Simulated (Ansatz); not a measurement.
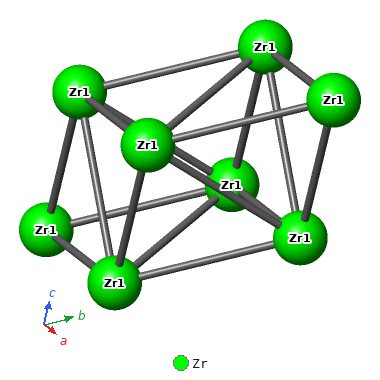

The system is Zr (Fm-3m, No. 225; 1 atom in the cell); the picture shows the reference structure. The cell is strained homogeneously, by one strain along x and y and another along z, with fractional coordinates fixed (x, y and z along the cube axes). The first coordinate is: strain along x and y; the second: strain along z. The scan uses a 5 × 5 grid. Energies: meV/atom, counted from the unstrained cell. The reference cell is the one listed in the database, not relaxed at this level. The calculation used DFT PBEsol, scalar-relativistic, plane waves, PAW in Ansatz. Settings: cutoff 420 eV, k-mesh 18×18×18, gaussian smearing 0.15 eV, no spin polarisation.

Its coordinates:

```
CELL_PARAMETERS angstrom
0.00000 2.25500 2.25500
2.25500 0.00000 2.25500
2.25500 2.25500 0.00000
ATOMIC_POSITIONS crystal
Zr 0.00000 0.00000 0.00000
```

Range: strain along x and y from −8 to 8 %; strain along z from −8 to 8 %.

Q: What will the energy surface look like?

A: The lowest grid point is at strain along x and y = 0 %, strain along z = −4 %, −3.2 meV/atom from the unstrained cell. No other kind of well shows on this grid. The highest grid point, strain along x and y = 8 %, strain along z = 8 %, lies 403 meV/atom above the lowest.

| strain along z ↓, strain along x and y → | −8 | −4 | 0 | 4 | 8 |
| --- | --- | --- | --- | --- | --- |
| 8 | 46 | 19 | 78 | 209 | 400 |
| 4 | 75 | 4 | 28 | 132 | 299 |
| 0 | 131 | 14 | 0 | 72 | 213 |
| −4 | 220 | 52 | −3 | 34 | 144 |
| −8 | 346 | 123 | 21 | 17 | 91 |

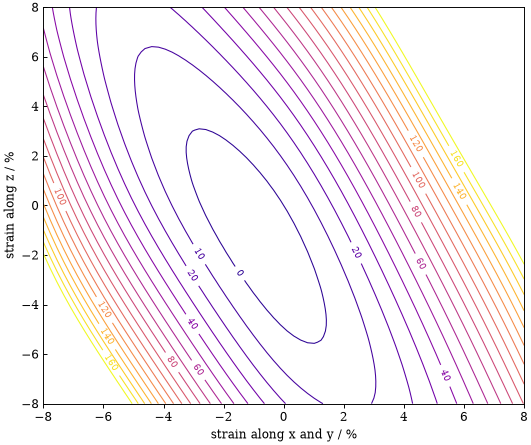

Drawn: contour lines labelled in meV/atom (none above 170). Between grid points the surface is interpolated.
